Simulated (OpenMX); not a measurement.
## Zr: 7 runs along one coordinate

System: Zr (P6₃/mmc, 2 atoms in the cell).
Method: Kohn-Sham DFT of a periodic cell, PBE, OpenMX 2013 PBE set, no spin polarisation (OpenMX 3.8.5).

The 7 runs differ only in the geometry, by an even scaling of the cell at fixed fractional positions. The structure derives from an entry of the Crystallography Open Database.

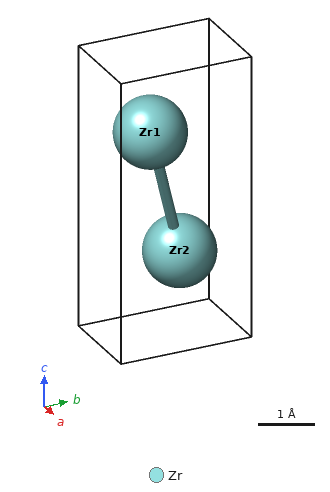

Figure 1. The structure of run 4 (ball-and-stick view of the cell of the calculation, seen slightly off an axis; atoms are numbered from 1 in the order of the input).

### Input of run 4
```
System.CurrrentDirectory             ./
System.Name                          Zr
DATA.PATH                            ./DFT_DATA13
level.of.stdout                      1
level.of.fileout                     1
Species.Number                       1
<Definition.of.Atomic.Species
  Zr  Zr7.0-s3p2d2f1         Zr_PBE13
Definition.of.Atomic.Species>

Atoms.Number                         2
Atoms.SpeciesAndCoordinates.Unit     FRAC
<Atoms.SpeciesAndCoordinates
    1  Zr    0.6666666667    0.3333333333    0.7500000000   6.000  6.000
    2  Zr    0.3333333333    0.6666666667    0.2500000000   6.000  6.000
Atoms.SpeciesAndCoordinates>

Atoms.UnitVectors.Unit               Ang
<Atoms.UnitVectors
     3.2320000000    0.0000000000    0.0000000000
    -1.6160000000    2.7989941050    0.0000000000
     0.0000000000    0.0000000000    5.1470000000
Atoms.UnitVectors>

scf.XcType                           GGA-PBE
scf.SpinPolarization                 off
scf.ElectronicTemperature            580.226
scf.energycutoff                     400.0
scf.maxIter                          100
scf.EigenvalueSolver                 band
scf.Kgrid                            9 9 5
scf.Mixing.Type                      rmm-diisk
scf.Init.Mixing.Weight               0.05
scf.Min.Mixing.Weight                0.001
scf.Max.Mixing.Weight                0.3
scf.Mixing.History                   25
scf.Mixing.StartPulay                8
scf.criterion                        1.0e-8
scf.stress.tensor                    on
MD.Type                              nomd
Band.dispersion                      on
Band.Nkpath                          9
<Band.kpath
   17   0.000000  0.000000  0.000000    0.500000  0.000000  0.000000  G M
   10   0.500000  0.000000  0.000000    0.333333  0.333333  0.000000  M K
   20   0.333333  0.333333  0.000000    0.000000  0.000000  0.000000  K G
    9   0.000000  0.000000  0.000000    0.000000  0.000000  0.500000  G A
   17   0.000000  0.000000  0.500000    0.500000  0.000000  0.500000  A L
   10   0.500000  0.000000  0.500000    0.333333  0.333333  0.500000  L H
   20   0.333333  0.333333  0.500000    0.000000  0.000000  0.500000  H A
    9   0.500000  0.000000  0.500000    0.500000  0.000000  0.000000  L M
    9   0.333333  0.333333  0.000000    0.333333  0.333333  0.500000  K H
Band.kpath>
```

Command:
```bash
openmx Zr.dat -nt 1 > Zr.std
```

Run 6 has the same physical settings and fractional positions; its lattice vectors (Å) are:
```
   3.274531    0.000000    0.000000
  -1.637266    2.835827    0.000000
   0.000000    0.000000    5.214731
```

### Results, with one run withheld

| run | volume per atom (Å³) | free energy per atom, from the lowest run given (meV) |
| --- | --- | --- |
| 1 | 21.884 | 34.72 |
| 2 | 22.350 | 16.38 |
| 3 | 22.815 | 4.99 |
| 4 | 23.281 | 0.00 |
| 5 | 23.746 | 0.82 |
| 6 | 24.212 | ? |
| 7 | 24.678 | 18.12 |

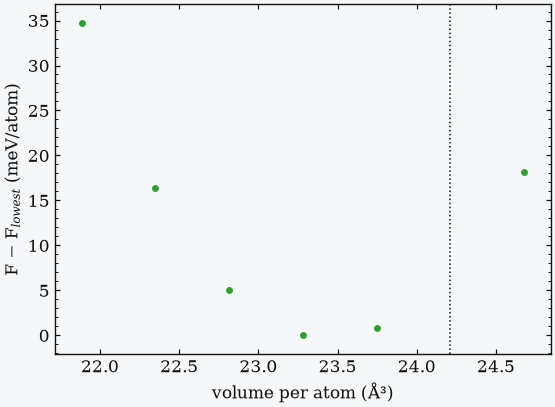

Figure 2. Free energy per atom of the runs given; the dotted line marks run 6.

Fit the runs given and predict run 6.

A cubic polynomial in V^(−2/3) (the Birch–Murnaghan form), fitted to the 6 runs given, misses them by at most 0.01 meV per atom. With x = V^(−2/3) − 0.12330 Å⁻², it reads F = 1.2432 + 2623.9 x + 1.0736e+06 x² − 2.7543e+06 x³ (meV per atom). At run 6 it gives 7.01 meV per atom, and the run itself gives 7.00. The fit has its minimum at 23.443 Å³ per atom, where V d²F/dV² gives 98.1 GPa. Cell shape and fractional positions are held, so this is the stiffness under even scaling; the relaxed bulk modulus wasn't computed.

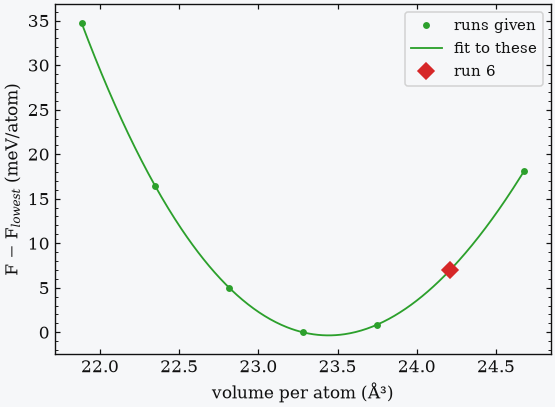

Figure 3. The fit and the withheld run.

### Some lines of the output (run 6)
```
[...]
  Cell_Volume =    326.781416335486 (Bohr^3)
        Total energy (Hartree) at MD = 1
   kloop=0
   kloop=1
   kloop=202
```

Notes: With a small basis of atomic orbitals these values can differ much from converged plane-wave results.
